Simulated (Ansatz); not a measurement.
## Electronic structure of Ti20Si (slab) in real space

```xyz
21
Lattice="5.7724 0.0000 0.0000 -2.8862 4.9990 0.0000 0.0000 0.0000 26.5137" Properties=species:S:1:pos:R:3 pbc="T T T"
Ti    1.4431    0.8332    4.0001
Ti    0.0000    3.3327    4.0001
Ti    4.3292    0.8332    4.0001
Ti    2.8861    3.3327    4.0001
Ti    0.0000    1.6663    6.2869
Ti   -1.4431    4.1658    6.2869
Ti    2.8862    1.6663    6.2869
Ti    1.4431    4.1658    6.2869
Ti    1.4431    0.8332    8.6074
Ti    0.0000    3.3327    8.6074
Ti    4.3292    0.8332    8.6074
Ti    2.8861    3.3327    8.6074
Ti    0.0000    1.6663   10.9528
Ti   -1.4431    4.1658   10.9528
Ti    2.8862    1.6663   10.9528
Ti    1.4431    4.1658   10.9528
Ti    1.4431    0.8332   13.1137
Ti    0.0000    3.3327   13.1137
Ti    4.3292    0.8332   13.1137
Ti    2.8861    3.3327   13.1137
Si    2.1646    1.2498   15.6136
```

A point of a scan over the structure, not its minimum; not relaxed (largest force 1.9 eV/Å); computed without spin polarisation; PAW files of the earlier set (soft_1).

Method: Ansatz 0.2.0, DFT PBE+D3(BJ), scalar-relativistic, plane waves, PAW.

The density is the valence pseudo-density of a PAW calculation; it isn't the true density close to the nuclei.

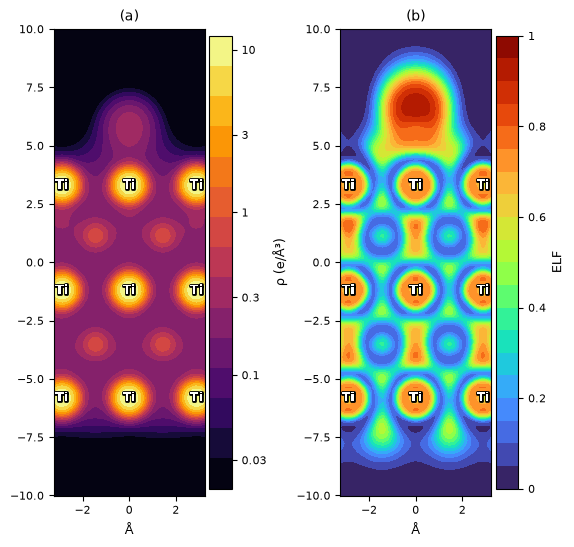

Figure 1. (a) valence charge density (pseudo); (b) ELF on the (100) plane of the calculation cell, a cut from vacuum to vacuum.

What does the map show?

Answer. The section cuts through Ti sites.
Atoms just off the plane (Ti, 0.8 Å away and Si, 0.8 Å away) can leave unmarked features too.
Ti–Ti (2.89 Å): ρ at the midpoint is about 0.2 e/Å³; the ELF is about 0.25 at the midpoint: no localised pair shows between them.
The density dies away to nearly zero in the vacuum.
The features right at Ti lie inside the PAW spheres, where the map follows smoothed inner orbitals and isn't to be read closely.

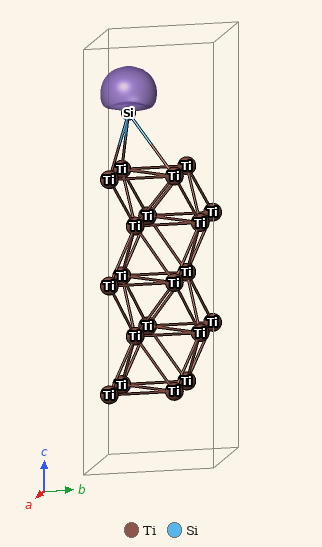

Figure 2. Isosurface of the electron localisation function at 0.85 (purple), seen slightly off an axis. Only the valence region is drawn (cores and ρ < 0.01 e/Å³ removed). Sticks mark near contacts.

What do the ELF domains correspond to?

Answer. The ELF exceeds this value in one lobe on Si, pointing away from the bonds (lone pairs), counted in one cell of 21 atoms. Counts are for one cell; the picture repeats the cell along the surface. Profiles from the grid: Ti–Si (2.64 Å): the ELF peaks at about 0.70 in the valence shell of Si, 0.9 Å from its nucleus, and is about 0.40 at the midpoint. Ti–Ti (2.73 Å): the ELF is about 0.20 at the midpoint: no shared electron pair shows on this line.

Does the calculation make it a metal, or give it a gap?

Answer. It is metallic or semimetallic at this level of theory: no gap opens.
